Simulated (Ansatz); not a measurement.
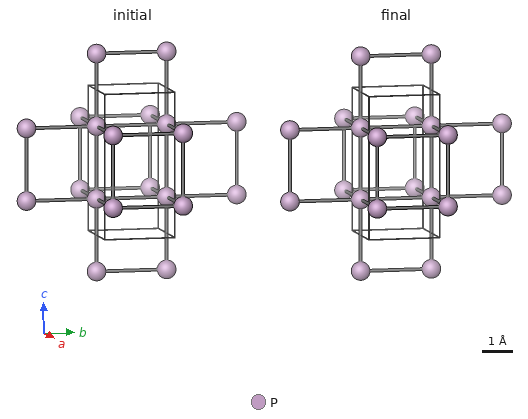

The structure of crystalline P (a generated structure, set up in P4/mmm) before (left) and after (right) a relaxation, at one scale.

The picture is a ball-and-stick view of the cell of the calculation, seen slightly off an axis.

Case: Bi → P on all its sites, cell and atoms relaxed.

Computed with DFT PBE, scalar-relativistic, plane waves, PAW (Ansatz).

The input:
```yaml
crystal:
  lattice:
    - [2.4304383845, 0.0, 0.0151261928]
    - [0.0, 2.4300270545, 0.0]
    - [-0.0307952057, 0.0, 4.9480957359]
  atoms:
    - { symbol: P, position: [0.4999989919, 0.0, 0.25] }
    - { symbol: P, position: [0.5000010081, 0.0, 0.75] }
basis:
  ecutwfc: 420
kpoints:
  mp_grid: { grid: [18, 18, 8] }
hamiltonian:
  xc: pbe
scf:
  occupations: { method: gaussian, width: 0.1 }
output:
  forces: true
  stress: true
  eigenvalues: true
relax:
  adjacent_minimum: "off"
  f_tol: 0.01
  max_steps: 60
  cell: { stress_tol: 0.1 }
```

Run as
```bash
ansatz run input.yaml --threads 1 --pin off --max-ram 2560MiB --backend cpu --events-out ev --progress --plain --runs-dir out
```

### Summarise the run.

The atoms keep their places relative to the cell (all moves are under 0.005 Å). Cell: a 2.430 → 2.452 Å (+0.9 %), b 2.430 → 2.451 Å (+0.9 %), c 4.948 → 4.876 Å (−1.5 %). Volume +0.3 %. Near-neighbour distances that change, for instance: P1–P2 2.474 → 2.438 Å, P1–P1 2.430 → 2.452 Å. The space group stays P4/mmm (No. 123). Over 3 accepted moves (5 points after the start) the energy falls by 4.7 meV per atom. All forces vanish by symmetry, so only the cell relaxes. Pressure: 0.58 GPa at the start and −0.01 GPa at the end. The SCF was repeated twice at an unchanged geometry on a basis and grid sized afresh for the cell, which shifted the energy by less than 0.05 meV per atom at most.
